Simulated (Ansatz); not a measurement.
System: Ti.

```
CELL_PARAMETERS angstrom
3.28200 0.00000 0.00000
0.00000 3.28200 -3.28200
0.00000 10.80664 10.80664
ATOMIC_POSITIONS crystal
Ti 0.50000 0.25000 0.72778
Ti 0.00000 0.75000 0.72778
Ti 0.50000 0.75000 0.27222
Ti 0.00000 0.25000 0.27222
Ti 0.50000 0.25000 0.42407
Ti 0.00000 0.75000 0.42407
Ti 0.50000 0.75000 0.57593
Ti 0.00000 0.25000 0.57593
```

Space group Cmme; not relaxed (largest force 0.6 eV/Å); computed pressure about −4 GPa in this cell; computed without spin polarisation.

Theory: DFT r2SCAN, scalar-relativistic, plane waves, PAW in Ansatz 0.2.0.

### What will maps of the valence pseudo-density and electron localisation function show?

Ti–Ti (2.84 Å): ρ at the midpoint is about 0.18 e/Å³; the ELF is about 0.15 at the midpoint (no localised pair shows between them).

### Metal or insulator at this level of theory?

It is metallic or semimetallic at this level of theory: no gap opens.

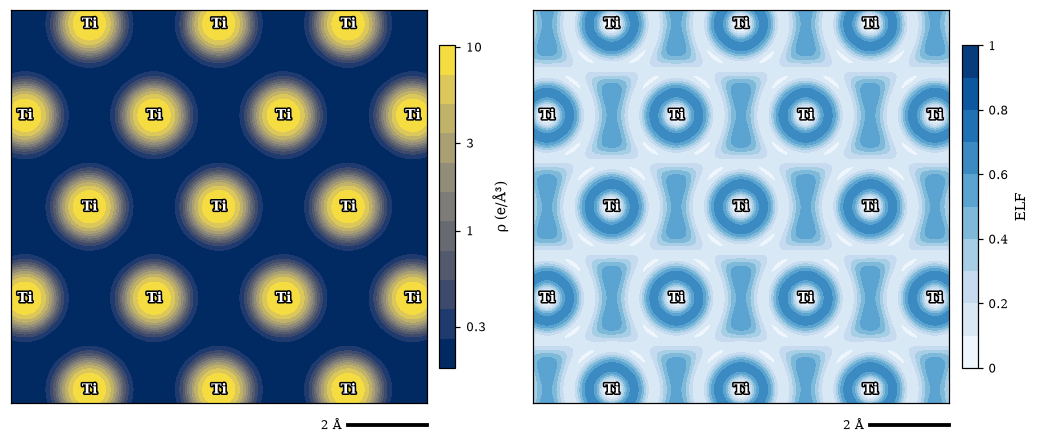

Computed valence pseudo-density and electron localisation function on the (001) plane of the conventional cell, in this order. 

In a PAW calculation such maps are meaningful between the atoms, not at the nuclei.
